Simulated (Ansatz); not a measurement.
Geometry relaxation, with input and output: Al₄Ni (part 1 of 2)

The run: geometry relaxation of Al₄Ni (Im-3m, 5 atoms in the cell). Method and program: DFT PBE, scalar-relativistic, plane waves, PAW, no spin polarisation (Ansatz 0.2.0).

The structure was made by a generator, so it may or may not be a known phase. Figures and captions count atoms from 1; the log counts them from 0 in places.

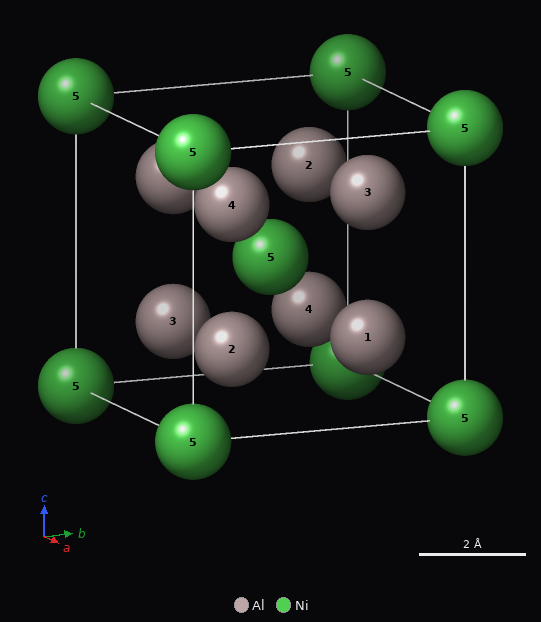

*The structure as given in the input (spheres-only view of the cell 2 times as large as that of the calculation, set on its symmetry axes, seen at an oblique angle; atoms are numbered from 1 in the order of the input). An atom can appear more than once, as a periodic image.*

The input
```yaml
crystal:
  lattice:
    - [-2.799979165, 2.799979165, 2.799979165]
    - [2.799979165, -2.799979165, 2.799979165]
    - [2.799979165, 2.799979165, -2.799979165]
  atoms:
    - { symbol: Al, position: [0.0, 0.0, 0.5] }
    - { symbol: Al, position: [0.5, 0.0, 0.0] }
    - { symbol: Al, position: [0.5, 0.5, 0.5] }
    - { symbol: Al, position: [0.0, 0.5, 0.0] }
    - { symbol: Ni, position: [0.0, 0.0, 0.0] }
basis:
  ecutwfc: 420
kpoints:
  mp_grid: { grid: [10, 10, 10] }
hamiltonian:
  xc: pbe
scf:
  occupations: { method: gaussian, width: 0.1 }
output:
  forces: true
  stress: true
  eigenvalues: true
  write_density: true
  write_potential: true
  elf: true
  volumetric_format: npy
relax:
  adjacent_minimum: "off"
  f_tol: 0.01
  max_steps: 80
  cell: { stress_tol: 0.05 }
```

Machine: 1 thread of Arm Neoverse N1, 24 GiB of memory available, shared host.

Launched with:
```bash
ansatz run input.yaml --threads 1 --pin off --max-ram 2560MiB --backend cpu --events-out ev --progress --plain --runs-dir out
```

Log
```
Engine: ansatz 0.2.0, aarch64-unknown-linux-gnu
Pseudopotentials: kind: paw
Pseudopotential: Al, paw, valence charge 3, recommended cutoff 420 eV (normal), Al.paw.azcp
Pseudopotential: Ni, paw, valence charge 18, recommended cutoff 420 eV (normal), Ni.paw.azcp
Functional definition: PBE
  parameter kappa = 0.804
  parameter beta = 0.06672455060314922
  exchange = pbe_x(kappa = kappa, mu = beta*pi^2/3)
  correlation = pbe_c(beta = beta)
Crystal: 5 atoms, lattice volume = 87.806 Å³
Basis set: ecut = 420 eV, 1721 PW (Γ), exchange–correlation on 72×72×72 points (8 copies of the dense FFT grid, shifted against one another)
Bands: 20, of which v1, the nominal top of the filled ones, is band 15 counted from 1 (14 counted from 0)
Symmetry: 48 space group operations
Space group: Im-3m (ITA 229), of the structure as read, at distance tolerance 4.4e-5 Å
k-points: 47 of 1000
Non-local potential: Al, projectors of the file, l = 0: 2, l = 1: 2, l = 2: 1
Non-local potential: Ni, projectors of the file, l = 0: 3, l = 1: 2, l = 2: 3, l = 3: 1
PAW form: soft (Blöchl's): semilocal exchange-correlation on the pseudo side does not see the compensation charge
PAW one-centre angular grid: Al, 110 points (default); XC on 64 Gauss nodes
PAW one-centre angular grid: Ni, 590 points (default); XC on 64 Gauss nodes
Initial density: superposition of atomic densities (neutral atoms: chi_scale 0, normalization atom), corrected by the library's trained network
Initial wavefunctions: pseudopotential atomic-orbital guess
Functional: x = pbe(κ = 0.804, μ = 0.2195149727645171), c = pbe(β = 0.06672455060314922)
SCF iter   1: F=—  HF=-7990.187414 eV  |F-HF|=—  |Δ(HF+E_count)|=         —  Δρ=2.69e-3  dr2=4.49e-3  ethr=1.77e-3  ⟨swp⟩=6.3  Hψ=4974  notcnv=0
preconditioner: auto → Kerker (q_TF=auto, 2.281 Å⁻¹)  [metal: Δε(μ)=0.047 eV  Ē_g=6.008 eV  σ=0.100 eV  W_gap=0.26  n_scr=18 (ndim 8)  ℏωp=18.6 eV  f_vac=0.000  D(μ)=3.15/eV (n_scr^D=18)]
SCF iter   2: F=—  HF=-7990.187292 eV  |F-HF|=—  |Δ(HF+E_count)|=   1.22e-4  Δρ=8.35e-4  dr2=4.97e-4  ethr=1.50e-5  ⟨swp⟩=1.7  Hψ=1476  notcnv=0
SCF iter   3: F=—  HF=-7990.187386 eV  |F-HF|=—  |Δ(HF+E_count)|=   9.36e-5  Δρ=2.71e-4  dr2=6.23e-5  ethr=1.66e-6  ⟨swp⟩=1.4  Hψ=1054  notcnv=0
SCF iter   4: F=—  HF=-7990.187355 eV  |F-HF|=—  |Δ(HF+E_count)|=   3.05e-5  Δρ=1.23e-4  dr2=1.14e-5  ethr=2.08e-7  ⟨swp⟩=2.6  Hψ=1520  notcnv=0
SCF iter   5: F=—  HF=-7990.187355 eV  |F-HF|=—  |Δ(HF+E_count)|=   1.50e-7  Δρ=2.06e-5  dr2=2.74e-7  ethr=3.80e-8  ⟨swp⟩=1.6  Hψ=1035  notcnv=0
SCF iter   6: F=-7990.187355 eV  HF=-7990.187355 eV  |F-HF|=3.23e-9  |Δ(HF+E_count)|=   8.21e-9  Δρ=2.82e-6  dr2=6.46e-9  ethr=3.33e-10  ⟨swp⟩=8.6  Hψ=5768  notcnv=0
SCF 1 converged in 6 iterations: F = -7990.187355 eV  dr2 = 6.46e-9
  greatest PAW one-centre occupation: 1.000 electrons in one spin orbital (limit 2), on the Ni atom at site 4 (counted from 0), in its partial waves of l = 1
relax step   1: F+E_penalty+E_count = -7990.18735495 eV  Δ(F+E_penalty+E_count) = +0.000e0 eV  max|allowed force component| = 9.696e-31 eV/Å  Δτ_max = 0.0000 Å  P = -0.201 GPa  Ω = 87.806 Å³  (6 SCF iters, dr2 threshold 1.00e-7 eV, accepted)
Crystal: 5 atoms, lattice volume = 87.652 Å³
Initial density: handed on by an earlier stage of this run
Initial wavefunctions: those handed on with the density
iter 1 solved again at ethr=4.30e-8 eV; its pass at ethr=3.10e-3 eV (dr2=1.29e-5 eV) is discarded
SCF iter   1: F=—  HF=-7990.187580 eV  |F-HF|=—  |Δ(HF+E_count)|=         —  Δρ=8.00e-5  dr2=1.40e-5  ethr=4.30e-8  ⟨swp⟩=2.0  Hψ=5247  notcnv=0
preconditioner: auto → Kerker (q_TF=auto, 2.282 Å⁻¹)  [metal: Δε(μ)=0.047 eV  Ē_g=6.023 eV  σ=0.100 eV  W_gap=0.26  n_scr=18 (ndim 8)  ℏωp=18.6 eV  f_vac=0.000  D(μ)=3.16/eV (n_scr^D=18)]
SCF iter   2: F=—  HF=-7990.187530 eV  |F-HF|=—  |Δ(HF+E_count)|=   5.07e-5  Δρ=5.50e-5  dr2=7.25e-6  ethr=4.30e-8  ⟨swp⟩=1.0  Hψ=940  notcnv=0
SCF iter   3: F=—  HF=-7990.187527 eV  |F-HF|=—  |Δ(HF+E_count)|=   2.23e-6  Δρ=1.38e-5  dr2=1.10e-7  ethr=2.42e-8  ⟨swp⟩=2.4  Hψ=1363  notcnv=0
iter 4 did not close the SCF: its close was put off for the readings that it lacked (scf_convergence_deferred on its scf_iter line)
SCF iter   4: F=-7990.187527 eV  HF=-7990.187527 eV  |F-HF|=1.15e-8  |Δ(HF+E_count)|=   2.24e-8  Δρ=5.20e-6  dr2=2.11e-8  ethr=3.66e-10  ⟨swp⟩=2.0  Hψ=1590  notcnv=0
iter 5 did not close the SCF: its close was put off for the readings that it lacked (scf_convergence_deferred on its scf_iter line)
SCF iter   5: F=-7990.187527 eV  HF=-7990.187527 eV  |F-HF|=4.69e-10  |Δ(HF+E_count)|=   1.92e-9  Δρ=1.91e-6  dr2=3.18e-9  ethr=7.03e-11  ⟨swp⟩=2.3  Hψ=1288  notcnv=0
SCF iter   6: F=-7990.187527 eV  HF=-7990.187527 eV  |F-HF|=2.73e-11  |Δ(HF+E_count)|=  4.56e-10  Δρ=4.41e-7  dr2=2.16e-10  ethr=1.06e-11  ⟨swp⟩=4.4  Hψ=4679  notcnv=0
SCF 2 converged in 6 iterations: F = -7990.187527 eV  dr2 = 2.16e-10
relax step   2: F+E_penalty+E_count = -7990.18752739 eV  Δ(F+E_penalty+E_count) = -1.724e-4 eV  max|allowed force component| = 3.813e-30 eV/Å  Δτ_max = 0.0000 Å  P = -0.049 GPa  Ω = 87.652 Å³  energy of the carried Pulay correction = +5.171e-5 eV  (6 SCF iters, dr2 threshold 1.01e-7 eV, accepted)
Initial wavefunctions: pseudopotential atomic-orbital guess (no wavefunctions were taken with the density)
iter 1 solved again at ethr=1.27e-7 eV; its pass at ethr=3.10e-3 eV (dr2=3.80e-5 eV) is discarded
SCF iter   1: F=—  HF=-7990.187520 eV  |F-HF|=—  |Δ(HF+E_count)|=         —  Δρ=1.84e-6  dr2=5.82e-10  ethr=1.27e-7  ⟨swp⟩=3.0  Hψ=7382  notcnv=0
eigensolver tolerance schedule: the retry pair's looser diagonalisation over-reported the residual by 65292.12 of it (diagonalisation noise at an unbounded share of the residual, at the tolerance the schedule requests for it); recorded, not acted on — ethr = c·dr2/N_el stays at c = 1.0e-1
preconditioner: auto → Kerker (q_TF=auto, 2.282 Å⁻¹)  [metal: Δε(μ)=0.047 eV  Ē_g=6.022 eV  σ=0.100 eV  W_gap=0.26  n_scr=18 (ndim 8)  ℏωp=18.6 eV  f_vac=0.000  D(μ)=3.16/eV (n_scr^D=18)]
SCF iter   2: F=—  HF=-7990.187476 eV  |F-HF|=—  |Δ(HF+E_count)|=   4.40e-5  Δρ=1.18e-6  dr2=5.88e-10  ethr=1.94e-12  ⟨swp⟩=3.1  Hψ=2284  notcnv=0
SCF iter   3: F=—  HF=-7990.187476 eV  |F-HF|=—  |Δ(HF+E_count)|=  7.08e-10  Δρ=4.34e-7  dr2=1.02e-10  ethr=1.94e-12  ⟨swp⟩=1.0  Hψ=940  notcnv=0
iter 4 did not close the SCF: its close was put off for the readings that it lacked (scf_convergence_deferred on its scf_iter line)
SCF iter   4: F=-7990.187476 eV  HF=-7990.187476 eV  |F-HF|=1.82e-12  |Δ(HF+E_count)|=  1.22e-10  Δρ=7.67e-8  dr2=9.42e-12  ethr=1.00e-12  ⟨swp⟩=1.0  Hψ=940  notcnv=0
iter 5 did not close the SCF: its close was put off for the readings that it lacked (scf_convergence_deferred on its scf_iter line)
SCF iter   5: F=-7990.187476 eV  HF=-7990.187476 eV  |F-HF|=9.09e-13  |Δ(HF+E_count)|=    0.00e0  Δρ=3.71e-8  dr2=1.56e-12  ethr=1.00e-12  ⟨swp⟩=1.0  Hψ=940  notcnv=0
iter 6 did not close the SCF: its close was put off for the readings that it lacked (scf_convergence_deferred on its scf_iter line)
SCF iter   6: F=-7990.187476 eV  HF=-7990.187476 eV  |F-HF|=2.73e-12  |Δ(HF+E_count)|=    0.00e0  Δρ=9.77e-9  dr2=4.08e-14  ethr=1.00e-12  ⟨swp⟩=1.0  Hψ=940  notcnv=0
iter 7 did not close the SCF: its close was put off for the readings that it lacked (scf_convergence_deferred on its scf_iter line)
SCF iter   7: F=-7990.187476 eV  HF=-7990.187476 eV  |F-HF|=9.09e-13  |Δ(HF+E_count)|=  1.82e-12  Δρ=1.99e-9  dr2=1.35e-15  ethr=1.00e-12  ⟨swp⟩=1.0  Hψ=940  notcnv=0
SCF iter   8: F=-7990.187476 eV  HF=-7990.187476 eV  |F-HF|=0.00e0  |Δ(HF+E_count)|=    0.00e0  Δρ=3.44e-10  dr2=9.67e-17  ethr=1.00e-12  ⟨swp⟩=2.0  Hψ=2742  notcnv=0
SCF 3 converged in 8 iterations: F = -7990.187476 eV  dr2 = 9.67e-17
relax step   3: F+E_penalty+E_count = -7990.18747619 eV  Δ(F+E_penalty+E_count) = +5.120e-5 eV  max|allowed force component| = 2.794e-30 eV/Å  Δτ_max = 0.0000 Å  P = -0.050 GPa  Ω = 87.652 Å³  stress off target by 5.00e-2 GPa  SCF on the basis re-selected at this cell (its energy is not comparable with the rows above)  (8 SCF iters)
basis re-selected at this cell: Δ(F+E_penalty+E_count) = +5.120e-5 eV, ΔP = -0.001 GPa vs the last step (what re-selecting the basis moved, of the pressure what is left beyond the Pulay correction that the steps carried, after the strain that the cell walked since its last selection, with what the two solves' SCF thresholds leave and, on support functions, any second-order correction that the steps lacked; it is no measure of the basis error at this ecutwfc). This SCF's stress stands 5.00e-2 GPa from its target on what of the cell is left free (relax.cell.stress_tol is 5.00e-2 GPa) and its largest allowed force component is 2.79e-30 eV/Å (relax.f_tol is 1.00e-2 eV/Å): not within both, so this SCF does not close the relaxation
Crystal: 5 atoms, lattice volume = 87.601 Å³
iter 1 solved again at ethr=4.57e-9 eV; its pass at ethr=3.10e-3 eV (dr2=1.37e-6 eV) is discarded
SCF iter   1: F=—  HF=-7990.187549 eV  |F-HF|=—  |Δ(HF+E_count)|=         —  Δρ=2.62e-5  dr2=1.48e-6  ethr=4.57e-9  ⟨swp⟩=2.0  Hψ=5266  notcnv=0
preconditioner: auto → Kerker (q_TF=auto, 2.282 Å⁻¹)  [metal: Δε(μ)=0.048 eV  Ē_g=6.025 eV  σ=0.100 eV  W_gap=0.26  n_scr=18 (ndim 8)  ℏωp=18.6 eV  f_vac=0.000  D(μ)=3.15/eV (n_scr^D=18)]
SCF iter   2: F=—  HF=-7990.187501 eV  |F-HF|=—  |Δ(HF+E_count)|=   4.77e-5  Δρ=1.80e-5  dr2=7.75e-7  ethr=4.57e-9  ⟨swp⟩=1.0  Hψ=940  notcnv=0
SCF iter   3: F=—  HF=-7990.187501 eV  |F-HF|=—  |Δ(HF+E_count)|=   2.38e-7  Δρ=4.64e-6  dr2=1.22e-8  ethr=2.58e-9  ⟨swp⟩=2.4  Hψ=1369  notcnv=0
iter 4 did not close the SCF: its close was put off for the readings that it lacked (scf_convergence_deferred on its scf_iter line)
SCF iter   4: F=-7990.187501 eV  HF=-7990.187501 eV  |F-HF|=1.15e-9  |Δ(HF+E_count)|=   2.48e-9  Δρ=1.69e-6  dr2=2.25e-9  ethr=4.06e-11  ⟨swp⟩=2.2  Hψ=1603  notcnv=0
iter 5 did not close the SCF: its close was put off for the readings that it lacked (scf_convergence_deferred on its scf_iter line)
SCF iter   5: F=-7990.187501 eV  HF=-7990.187501 eV  |F-HF|=5.73e-11  |Δ(HF+E_count)|=  2.30e-10  Δρ=6.38e-7  dr2=3.53e-10  ethr=7.49e-12  ⟨swp⟩=2.4  Hψ=1295  notcnv=0
SCF iter   6: F=-7990.187501 eV  HF=-7990.187501 eV  |F-HF|=1.82e-12  |Δ(HF+E_count)|=  5.00e-11  Δρ=1.46e-7  dr2=2.34e-11  ethr=1.18e-12  ⟨swp⟩=4.0  Hψ=4399  notcnv=0
SCF 4 converged in 6 iterations: F = -7990.187501 eV  dr2 = 2.34e-11
relax step   4: F+E_penalty+E_count = -7990.18750113 eV  Δ(F+E_penalty+E_count) = -2.494e-5 eV  max|allowed force component| = 2.885e-30 eV/Å  Δτ_max = 0.0000 Å  P = +0.000 GPa  Ω = 87.601 Å³  energy of the carried Pulay correction = +1.704e-5 eV  (6 SCF iters, accepted)
iter 1 solved again at ethr=1.27e-7 eV; its pass at ethr=3.10e-3 eV (dr2=3.80e-5 eV) is discarded
SCF iter   1: F=—  HF=-7990.187525 eV  |F-HF|=—  |Δ(HF+E_count)|=         —  Δρ=8.97e-7  dr2=2.78e-10  ethr=1.27e-7  ⟨swp⟩=3.0  Hψ=7401  notcnv=0
eigensolver tolerance schedule: the retry pair's looser diagonalisation over-reported the residual by 136673.47 of it (diagonalisation noise at an unbounded share of the residual, at the tolerance the schedule requests for it); recorded, not acted on — ethr = c·dr2/N_el stays at c = 1.0e-1
SCF iter   2: F=—  HF=-7990.187483 eV  |F-HF|=—  |Δ(HF+E_count)|=   4.22e-5  Δρ=4.85e-7  dr2=1.14e-10  ethr=1.00e-12  ⟨swp⟩=3.3  Hψ=2381  notcnv=0
iter 3 did not close the SCF: its close was put off for the readings that it lacked (scf_convergence_deferred on its scf_iter line)
SCF iter   3: F=-7990.187483 eV  HF=-7990.187483 eV  |F-HF|=4.27e-11  |Δ(HF+E_count)|=  5.82e-11  Δρ=2.70e-7  dr2=3.58e-11  ethr=1.00e-12  ⟨swp⟩=1.0  Hψ=940  notcnv=0
iter 4 did not close the SCF: its close was put off for the readings that it lacked (scf_convergence_deferred on its scf_iter line)
SCF iter   4: F=-7990.187483 eV  HF=-7990.187483 eV  |F-HF|=4.55e-12  |Δ(HF+E_count)|=  4.91e-11  Δρ=5.74e-8  dr2=3.36e-12  ethr=1.00e-12  ⟨swp⟩=1.0  Hψ=940  notcnv=0
iter 5 did not close the SCF: its close was put off for the readings that it lacked (scf_convergence_deferred on its scf_iter line)
SCF iter   5: F=-7990.187483 eV  HF=-7990.187483 eV  |F-HF|=3.64e-12  |Δ(HF+E_count)|=    0.00e0  Δρ=2.54e-8  dr2=6.94e-13  ethr=1.00e-12  ⟨swp⟩=1.0  Hψ=940  notcnv=0
iter 6 did not close the SCF: its close was put off for the readings that it lacked (scf_convergence_deferred on its scf_iter line)
SCF iter   6: F=-7990.187483 eV  HF=-7990.187483 eV  |F-HF|=5.46e-12  |Δ(HF+E_count)|=  1.82e-12  Δρ=4.44e-9  dr2=1.37e-14  ethr=1.00e-12  ⟨swp⟩=1.0  Hψ=940  notcnv=0
SCF iter   7: F=-7990.187483 eV  HF=-7990.187483 eV  |F-HF|=9.09e-13  |Δ(HF+E_count)|=  9.09e-13  Δρ=1.77e-9  dr2=2.14e-15  ethr=1.00e-12  ⟨swp⟩=2.1  Hψ=2790  notcnv=0
SCF 5 converged in 7 iterations: F = -7990.187483 eV  dr2 = 2.14e-15
relax step   5: F+E_penalty+E_count = -7990.18748264 eV  Δ(F+E_penalty+E_count) = +1.848e-5 eV  max|allowed force component| = 2.085e-30 eV/Å  Δτ_max = 0.0000 Å  P = -0.000 GPa  Ω = 87.601 Å³  stress off target by 1.68e-5 GPa  SCF on the basis re-selected at this cell (its energy is not comparable with the rows above)  (7 SCF iters)
```

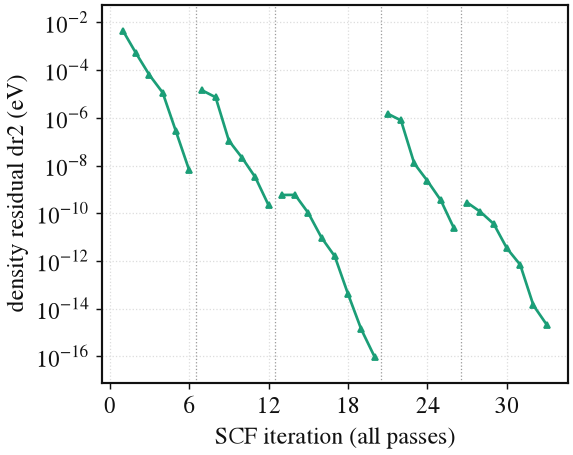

*Convergence of the self-consistent field: density residual dr2 against the SCF iteration. The dotted lines part the SCF passes of the relaxation: geometry steps, rejected trials and re-solves on a re-selected basis.*

The 5 passes take 6 to 8 iterations each, 33 in all.
